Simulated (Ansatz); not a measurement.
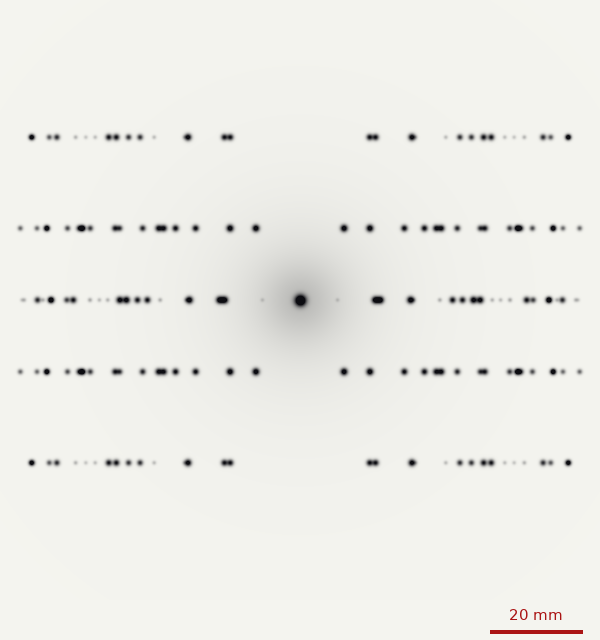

Simulated X-ray rotation photograph: Mo Kα radiation (λ = 0.7107 Å), cylindrical film of radius 57.3 mm unrolled, rotation axis vertical and normal to the beam, kinematic intensities without Lorentz or polarisation factors, the film spanning ±63° about the beam; spots down to d = 0.67 Å.

> What lattice repeat along the rotation axis do the layer lines give?

The first layer line lies 15.7 mm from the equator, so tan ν = 0.275, sin ν = 0.265 and the period is λ/sin ν = 2.68 Å. Further lines follow at 35.8 mm.

The crystal is Ir, space group Fmmm (No. 69), a = 2.684 Å, b = 4.637 Å, c = 9.863 Å. Structure: the geometry relaxed with Ansatz 0.2.0, DFT PBE, scalar-relativistic, plane waves, PAW; the starting structure was generated, so it need not be a known form of this composition.

> About which axis was it rotated?

About [100], whose length in the conventional cell is 2.684 Å. The period alone comes close to that of [110] as well.
